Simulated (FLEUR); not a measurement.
# Energy of Hf along an even scaling of the cell

System: Hf (P6₃/mmc, 2 atoms in the cell).
Method: Kohn-Sham DFT of a periodic cell, PBEsol, all-electron, no spin polarisation (FLEUR MaX-R8.1 (later development tree)).

The 5 runs differ only in the geometry, by an even scaling of the cell at fixed fractional positions. The structure derives from an entry of the Crystallography Open Database.

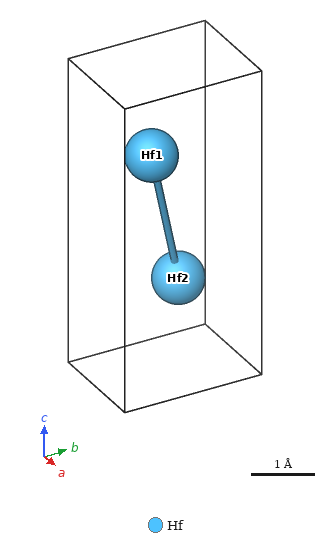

Figure 1. The structure of run 3 (ball-and-stick view of the cell of the calculation, seen slightly off an axis; atoms are numbered from 1 in the order of the input).

## Input of run 3
```
<?xml version="1.0" encoding="UTF-8" standalone="no"?>
<fleurInput fleurInputVersion="0.39">
   <comment>
      Hf                                                                                                  
   </comment>
   <calculationSetup>
      <cutoffs Kmax="4.1" Gmax="12.7" GmaxXC="12.7" numbands="0"/>
      <scfLoop itmax="60" minDistance="0.00001" maxIterBroyd="15" imix="Anderson" alpha="0.05" precondParam="0.0" spinf="2.0" sdNocoIR="T"/>
      <coreElectrons ctail="T" frcor="F" kcrel="0" coretail_lmax="0"/>
      <xcFunctional name="PBEs" relativisticCorrections="F"/>
      <magnetism jspins="1"/>
      <soc l_soc="F" theta="0.0" phi="0.0" spav="F"/>
      <expertModes spex="0" secvar="F"/>
      <geometryOptimization l_f="F" forcealpha="1.0" forcemix="BFGS" epsdisp="0.00001" epsforce="0.00001"/>
      <ldaU l_linMix="F" mixParam="0.05" spinf="1.0"/>
   </calculationSetup>
   <cell>
      <bzIntegration valenceElectrons="52.0" mode="hist" fermiSmearingEnergy="0.00183747">
         <kPointListSelection listName="default-1"/>
         <!-- k-points included here -->
         <xi:include xmlns:xi="http://www.w3.org/2001/XInclude" href="kpts.xml"> </xi:include>
      </bzIntegration>
      <!-- symmetry operations included here -->
      <xi:include xmlns:xi="http://www.w3.org/2001/XInclude" href="sym.xml"> </xi:include>
      <bulkLattice scale="1.0">
         <bravaisMatrix>
            <row-1>    6.0408875025088191     0.0000000000000000     0.0000000000000000</row-1>
            <row-2>   -3.0204437512544096     5.2315620386186819     0.0000000000000000</row-2>
            <row-3>    0.0000000000000000     0.0000000000000000     9.5578567930018803</row-3>
         </bravaisMatrix>
      </bulkLattice>
   </cell>
   <atomSpecies>
      <species name="Hafnium (Hf)" element="Hf" atomicNumber="72">
         <mtSphere radius="2.66" gridPoints="879" logIncrement="0.015"/>
         <atomicCutoffs lmax="11" lnonsphr="8"/>
         <electronConfig flipSpins="F">
            <coreConfig>(1s1/2) (2s1/2) (2p1/2) (2p3/2) (3s1/2) (3p1/2) (3p3/2) (4s1/2) (3d3/2) (3d5/2) (4p1/2) (4p3/2) (4d3/2) (4d5/2)</coreConfig>
            <valenceConfig>(5s1/2) (5p1/2) (5p3/2) (6s1/2) (4f5/2) (4f7/2) (5d3/2) (5d5/2)</valenceConfig>
            <stateOccupation state="(5d3/2)" spinUp="0.400000" spinDown="0.400000"/>
            <stateOccupation state="(5d5/2)" spinUp="0.600000" spinDown="0.600000"/>
         </electronConfig>
         <energyParameters s="6" p="6" d="5" f="4"/>
         <lo type="SCLO" l="0" n="5" eDeriv="0"/>
         <lo type="SCLO" l="1" n="5" eDeriv="0"/>
         <lo type="SCLO" l="2" n="5" eDeriv="2"/>
         <lo type="SCLO" l="3" n="4" eDeriv="2"/>
      </species>
   </atomSpecies>
   <atomGroups>
      <atomGroup species="Hafnium (Hf)">
         <relPos label="                   1">-1.000/3.000 1.000/3.000 -1.000/4.000</relPos>
         <relPos label="                   2">1.000/3.000 -1.000/3.000 1.000/4.000</relPos>
         <force calculate="T" relaxXYZ="TTT"/>
      </atomGroup>
   </atomGroups>
   <output dos="F" band="F" slice="F">
      <checks vchk="F" cdinf="F"/>
      <bandDOS minEnergy="-.5*Htr" maxEnergy="0.5*Htr" sigma="0.015" storeEVData="T"/>
      <vacuumDOS vacdos="F" integ="F" star="F" nstars="0" locx1="0.0" locy1="0.0" locx2="0.0" locy2="0.0" nstm="0" tworkf="0.0"/>
      <unfoldingBand unfoldBand="F" supercellX="1" supercellY="1" supercellZ="1"/>
      <plotting iplot="0" polar="F">
         <plot TwoD="T" vec1="  1.0  0.0  0.0" vec2="  0.0  1.0  0.0" vec3="  0.0  0.0  1.0" zero="  0.0  0.0  0.0" file="plot"/>
      </plotting>
      <chargeDensitySlicing numkpt="0" minEigenval="0.0" maxEigenval="0.0" nnne="0" pallst="F"/>
      <specialOutput eonly="F"/>
      <moessbauerParams electricFieldGradient="T" isomerShift="T" coreHyperfine="T" valenceHyperfine="T"/>
      <magneticCircularDichroism mcd="F" energyLo="-10.0" energyUp="0.0"/>
   </output>
  <!-- We include the file relax.xml here to enable relaxations (see documentation) -->
  <xi:include xmlns:xi="http://www.w3.org/2001/XInclude" href="relax.xml"> <xi:fallback/> </xi:include>
</fleurInput>
```

Lattice vectors (Å) and fractional positions of run 3:
```
   3.196700    0.000000    0.000000
  -1.598350    2.768423    0.000000
   0.000000    0.000000    5.057800
Hf  0.666667  0.333333  0.750000
Hf  0.333333  0.666667  0.250000
```

Run 2 has the same physical settings and fractional positions; its lattice vectors (Å) are:
```
   3.153496    0.000000    0.000000
  -1.576748    2.731008    0.000000
   0.000000    0.000000    4.989443
```

## Results, with one run withheld

| run | volume per atom (Å³) | free energy per atom, from the lowest run given (meV) |
| --- | --- | --- |
| 1 | 21.037 | 0.00 |
| 2 | 21.485 | ? |
| 3 | 22.380 | 5.06 |
| 4 | 23.276 | 37.31 |
| 5 | 23.723 | 60.60 |

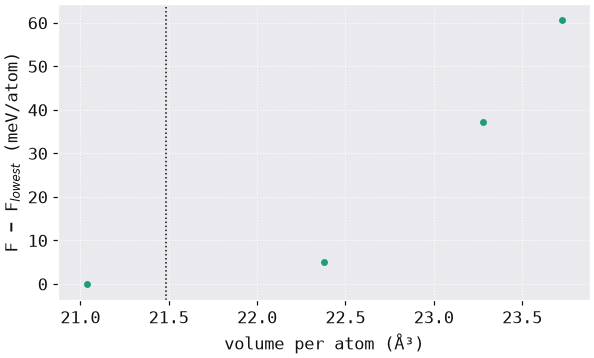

Figure 2. Free energy per atom of the runs given; the dotted line marks run 2.

Estimate the energy of run 2 from the others.

A quadratic polynomial in V^(−2/3) (the Birch–Murnaghan form), fitted to the 4 runs given, misses them by at most 0.07 meV per atom. With x = V^(−2/3) − 0.12523 Å⁻², it reads F = 10.024 − 7976.8 x + 1.0521e+06 x² (meV per atom). At run 2 it gives −4.95 meV per atom, and the run itself gives −4.83. The fit has its minimum at 21.578 Å³ per atom, where V d²F/dV² gives 116 GPa. Cell shape and fractional positions are held, so this is the stiffness under even scaling; the relaxed bulk modulus wasn't computed.

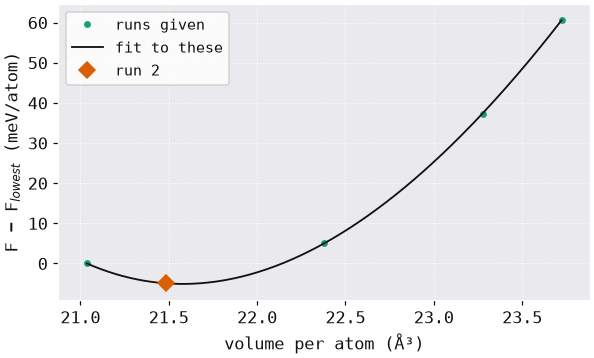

Figure 3. The fit and the withheld run.

## Output (run 2)
```
Welcome to FLEUR        (www.flapw.de)
      MaX-Release 8.1          (www.max-centre.eu)

 ========== k-point set info ==========
 Selected k-point list: default-1
 k-point list type: mesh
 10 x 10 x 5
 Number of k points: 42

 ------------Calculation Setup---------------------------
 Number of MPI-tasks      :            1
 Number of PE/node        :            1
 Number of OMP-threads    :            1
 Most efficient MPI parallelization for:
           1           2           3           6           7          14          21          42
 Additional eigenvalue parallelization possible
 Number of basis functions:          403
 Approximate size of matrices (H+S) per k-point:         0.002 GB
 --------------------------------------------------------

 Iteration:     1   Distance:       9.29546807 me/bohr^3

 Iteration:     2   Distance:       8.31079560 me/bohr^3

 Iteration:     3   Distance:       4.59670467 me/bohr^3

 Iteration:     4   Distance:       1.06135786 me/bohr^3

 Iteration:     5   Distance:       0.87303373 me/bohr^3

 Iteration:     6   Distance:       0.28948423 me/bohr^3

 Iteration:     7   Distance:       0.26777174 me/bohr^3

 Iteration:     8   Distance:       0.03106831 me/bohr^3

 Iteration:     9   Distance:       0.00715925 me/bohr^3

 Iteration:    10   Distance:       0.00475057 me/bohr^3

 Iteration:    11   Distance:       0.00113069 me/bohr^3

 Iteration:    12   Distance:       0.00047678 me/bohr^3

 Iteration:    13   Distance:       0.00003325 me/bohr^3

 Iteration:    14   Distance:       0.00001147 me/bohr^3

 Iteration:    15   Distance:       0.00000822 me/bohr^3

 ********************************************************************
 Run finished successfully
 Stop message:
   all done
 ********************************************************************
```

Notes: Spin–orbit coupling is left out, which matters for Hf.
